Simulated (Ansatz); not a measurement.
**Run report: Al3GaAs4, geometry relaxation (part 2 of 2)**

Continued. System: Al3GaAs4 (P-4m2, 8 atoms in the cell). Method: DFT PBE, scalar-relativistic, plane waves, PAW, no spin polarisation (Ansatz 0.2.0); cutoff 420 eV, 8×8×4 k-mesh, Gaussian smearing of 0.02 eV. The structure was made by a generator, so it may or may not be a known phase.

### Output, continued
```
  k-point 0: bands = ["-28.2498", "-28.2498", "-28.2492", "-28.2491", "-28.2286", "-28.2282", "-28.2247", "-28.2247", "-28.2183", "-28.2183", "-28.1151", "-28.1148", "-28.1146", "-28.1146", "-28.1138", "-28.1138", "-28.1062", "-28.1060", "-28.1051", "-28.1047", "-8.0888", "-8.0203", "-8.0203", "-7.9835", "-7.9676", "-5.4883", "-4.7591", "-4.6422", "-3.5130", "0.7204", "2.7943", "3.1844", "4.1731", "4.1731", "4.9654", "4.9654", "5.0521", "5.0521", "6.3629", "6.3772", "6.3772", "7.6458", "7.8911", "8.5387", "8.7776", "8.9268", "9.9263", "9.9600", "10.4807", "10.4818"]
  k-point 1: bands = ["-28.2498", "-28.2498", "-28.2492", "-28.2491", "-28.2286", "-28.2282", "-28.2247", "-28.2247", "-28.2183", "-28.2183", "-28.1152", "-28.1148", "-28.1146", "-28.1146", "-28.1138", "-28.1138", "-28.1062", "-28.1060", "-28.1051", "-28.1047", "-8.0888", "-8.0203", "-8.0203", "-7.9835", "-7.9676", "-5.4417", "-5.0213", "-4.3243", "-3.6339", "0.8935", "2.1662", "3.8946", "4.2276", "4.2276", "4.6551", "4.6551", "5.4238", "5.4238", "5.7859", "6.2330", "6.2330", "7.8805", "8.2321", "8.4732", "8.6908", "9.3325", "9.4569", "10.0082", "10.3022", "10.7026"]
  k-point 2: bands = ["-28.2498", "-28.2498", "-28.2492", "-28.2491", "-28.2286", "-28.2282", "-28.2247", "-28.2247", "-28.2183", "-28.2183", "-28.1151", "-28.1148", "-28.1146", "-28.1146", "-28.1138", "-28.1138", "-28.1062", "-28.1060", "-28.1051", "-28.1047", "-8.0889", "-8.0203", "-8.0203", "-7.9835", "-7.9676", "-5.3513", "-5.2022", "-3.9911", "-3.8947", "1.2065", "1.6610", "4.3700", "4.3700", "4.4123", "4.4123", "4.6668", "5.0108", "5.7790", "5.7790", "5.9508", "5.9508", "7.9718", "8.2447", "8.7413", "8.9682", "9.2791", "9.4993", "9.8663", "9.8725", "11.2139"]
  k-point 44: bands = ["-28.2507", "-28.2495", "-28.2477", "-28.2477", "-28.2289", "-28.2289", "-28.2255", "-28.2246", "-28.2171", "-28.2171", "-28.1153", "-28.1149", "-28.1140", "-28.1140", "-28.1131", "-28.1131", "-28.1057", "-28.1057", "-28.1052", "-28.1052", "-8.0688", "-8.0688", "-7.9985", "-7.9858", "-7.9706", "-3.5454", "-3.5454", "-3.4544", "-3.4544", "0.1709", "1.0989", "1.1008", "1.1357", "3.6548", "3.6856", "3.6966", "3.7699", "3.8381", "3.8381", "3.8459", "3.8459", "8.7895", "8.7895", "9.0494", "9.0494", "9.1427", "9.6224", "9.6409", "9.9357", "14.2024"]
--- Relaxed structure (3 steps of the walk, 3 accepted, 1 SCFs on fresh bases) ---
  F+E_penalty+E_count = -24823.68976398 eV   max|allowed force component| = 1.329e-3 eV/Å   (the final SCF, on the basis selected at the relaxed cell)
  cell:  # Å, volume = 188.4132 Å³
    - [4.055481264026148, 0.0, 6.657338085339407e-33]
    - [0.0, 4.055481264026148, 0.0]
    - [1.8531009324104758e-32, 0.0, 11.45583175317902]
  atoms:
    - { symbol: Al, position: [0.5, 0.5, 0.2502373506984959] }
    - { symbol: Al, position: [4.669645150134502e-34, 0.0, 0.5000000000000001] }
    - { symbol: Al, position: [0.5, 0.5, 0.7497626493015042] }
    - { symbol: Ga, position: [4.359443337076933e-34, 0.0, 0.0] }
    - { symbol: As, position: [0.5, 0.0, 0.375105318197656] }
    - { symbol: As, position: [-3.48423107880736e-34, 0.5, 0.6248946818023441] }
    - { symbol: As, position: [0.5, 0.0, 0.8741314295628412] }
    - { symbol: As, position: [-3.2478868402873052e-34, 0.5, 0.12586857043715896] }
```

### Trajectory as extended XYZ (Å, eV, eV/Å), 4 frames, from step=1 to step=4
```
8
Lattice="4.0744 0.0000 0.0000 0.0000 4.0744 0.0000 0.0000 0.0000 11.3413" Properties=species:S:1:pos:R:3:forces:R:3 step=1 energy=-24823.68501 pressure_GPa=0.04
Al    2.0372    2.0372    2.8384    0.0000   0.0000   0.0071
Al    0.0000    0.0000    5.6707    0.0000   0.0000   0.0000
Al    2.0372    2.0372    8.5029    0.0000   0.0000  -0.0071
Ga    0.0000    0.0000    0.0000    0.0000   0.0000   0.0000
As    2.0372    0.0000    4.2541    0.0000   0.0000   0.0022
As    0.0000    2.0372    7.0872    0.0000   0.0000  -0.0022
As    2.0372    0.0000    9.9117    0.0000   0.0000   0.0114
As    0.0000    2.0372    1.4297    0.0000   0.0000  -0.0114
8
Lattice="4.0515 0.0000 0.0000 0.0000 4.0515 0.0000 0.0000 0.0000 11.4794" Properties=species:S:1:pos:R:3:forces:R:3 step=2 energy=-24823.68949 pressure_GPa=-0.01
Al    2.0257    2.0257    2.8735    0.0000   0.0000  -0.0015
Al    0.0000    0.0000    5.7397    0.0000   0.0000   0.0000
Al    2.0257    2.0257    8.6059    0.0000   0.0000   0.0015
Ga    0.0000    0.0000    0.0000    0.0000   0.0000   0.0000
As    2.0257    0.0000    4.3063    0.0000   0.0000   0.0010
As    0.0000    2.0257    7.1730    0.0000   0.0000  -0.0010
As    2.0257    0.0000   10.0333    0.0000   0.0000   0.0096
As    0.0000    2.0257    1.4461    0.0000   0.0000  -0.0096
8
Lattice="4.0555 0.0000 0.0000 0.0000 4.0555 0.0000 0.0000 0.0000 11.4558" Properties=species:S:1:pos:R:3:forces:R:3 step=3 energy=-24823.68970 pressure_GPa=-0.00
Al    2.0277    2.0277    2.8667    0.0000   0.0000   0.0013
Al    0.0000    0.0000    5.7279    0.0000   0.0000   0.0000
Al    2.0277    2.0277    8.5892    0.0000   0.0000  -0.0013
Ga    0.0000    0.0000    0.0000    0.0000   0.0000   0.0000
As    2.0277    0.0000    4.2971    0.0000   0.0000  -0.0002
As    0.0000    2.0277    7.1587    0.0000   0.0000   0.0002
As    2.0277    0.0000   10.0139    0.0000   0.0000  -0.0012
As    0.0000    2.0277    1.4419    0.0000   0.0000   0.0012
8
Lattice="4.0555 0.0000 0.0000 0.0000 4.0555 0.0000 0.0000 0.0000 11.4558" Properties=species:S:1:pos:R:3:forces:R:3 step=4 energy=-24823.68976 pressure_GPa=-0.00
Al    2.0277    2.0277    2.8667    0.0000   0.0000   0.0013
Al    0.0000    0.0000    5.7279    0.0000   0.0000   0.0000
Al    2.0277    2.0277    8.5892    0.0000   0.0000  -0.0013
Ga    0.0000    0.0000    0.0000    0.0000   0.0000   0.0000
As    2.0277    0.0000    4.2971    0.0000   0.0000  -0.0002
As    0.0000    2.0277    7.1587    0.0000   0.0000   0.0002
As    2.0277    0.0000   10.0139    0.0000   0.0000  -0.0012
As    0.0000    2.0277    1.4419    0.0000   0.0000   0.0012
```

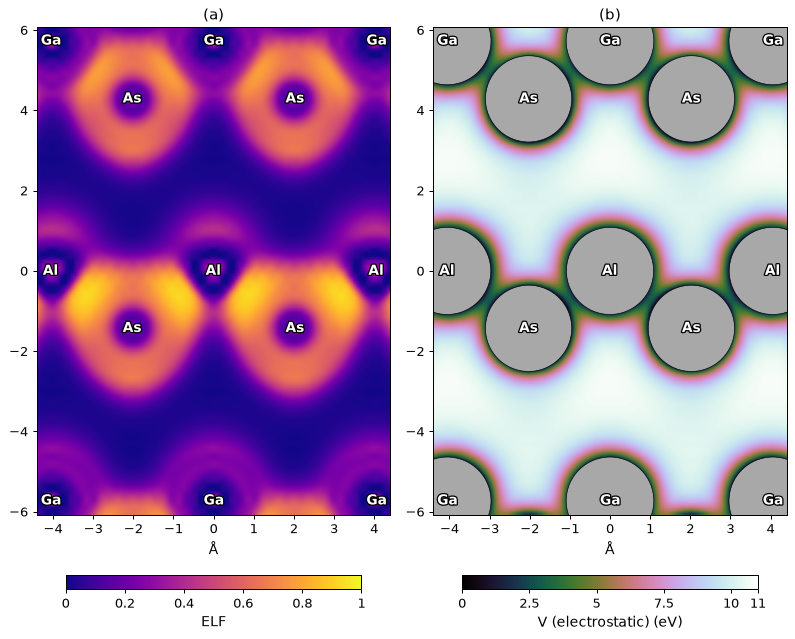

*(a) ELF; (b) electrostatic potential energy of an electron on the (010) plane of the conventional cell. Grey discs, where drawn, cover atomic cores.*

The section cuts through Al, Ga and As sites. Al–As (2.48 Å): the ELF peaks at about 0.95 between the atoms, as expected for localised, shared-pair bonding. Ga–As (2.49 Å): the ELF peaks at about 0.80 between the atoms (a shared electron pair). The strong features right at Ga lie inside the PAW spheres (semicore, d or f shells) and say nothing about bonding. Outside the cores the potential energy rises away from the atoms and is highest about 2.5 Å from the nearest atoms; outside the discs it spans about 10 eV, and its zero is arbitrary. The fields are those of the smooth PAW valence density.

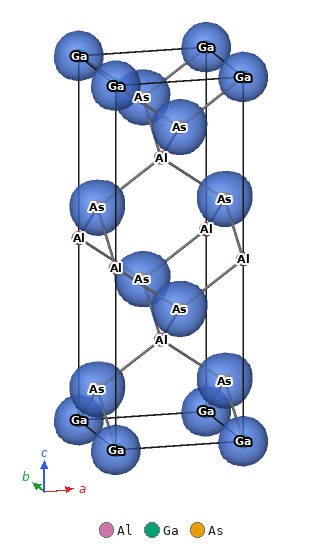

*Isosurface of the valence charge density (pseudo) at 0.8 e/Å³ (blue), seen slightly off an axis. Sticks mark near contacts. The outline is the cell set on symmetry axes.*

At this value the density breaks into separate islands; it holds about 65 % of the electrons treated as valence (semicore included). It is pinched off along the Al–As (2.48 Å) and Ga–As (2.49 Å) contacts. On the grid the lowest density along these lines, outside the cores, is 0.34 e/Å³ (Al–As, 2.48 Å) and 0.45 e/Å³ (Ga–As, 2.49 Å).

The run was set up as follows.

### The input
```yaml
crystal:
  lattice:
    - [4.0744169531, 0.0, 0.0]
    - [0.0, 4.0744169531, 0.0]
    - [0.0, 0.0, 11.3413285581]
  atoms:
    - { symbol: Al, position: [0.5, 0.5, 0.2502746221] }
    - { symbol: Al, position: [0.0, 0.0, 0.5] }
    - { symbol: Al, position: [0.5, 0.5, 0.7497253779] }
    - { symbol: Ga, position: [0.0, 0.0, 0.0] }
    - { symbol: As, position: [0.5, 0.0, 0.3750978303] }
    - { symbol: As, position: [0.0, 0.5, 0.6249021697] }
    - { symbol: As, position: [0.5, 0.0, 0.8739419254] }
    - { symbol: As, position: [0.0, 0.5, 0.1260580746] }
basis:
  ecutwfc: 420
kpoints:
  mp_grid: { grid: [8, 8, 4] }
hamiltonian:
  xc: pbe
scf:
  occupations: { method: gaussian, width: 0.02 }
output:
  forces: true
  stress: true
  eigenvalues: true
  write_density: true
  write_potential: true
  elf: true
  volumetric_format: npy
relax:
  adjacent_minimum: "off"
  f_tol: 0.01
  max_steps: 80
  cell: { stress_tol: 0.05 }
```

Launch command:
```bash
ansatz run input.yaml --threads 1 --pin off --max-ram 2560MiB --backend cpu --events-out ev --progress --plain --runs-dir out
```

### Key numbers

```tsv
quantity	value
outcome	converged
space group (tolerance 0.01 Å)	P-4m2 (115)
electrons treated	82
free energy	−24823.6898 eV
Fermi energy	7.012 eV
gap on the k-point mesh	1.27 eV
pressure	0.00 GPa
final volume	188.41 Å³
largest force (length of the vector) at the end	0.001 eV/Å
final cell	a = 4.055 Å, b = 4.055 Å, c = 11.456 Å, α = 90.00°, β = 90.00°, γ = 90.00°
hardware	1 thread of Arm Neoverse V2, 24 GiB of memory available, shared host
wall time	2.7 min
peak memory	0.59 GiB
```
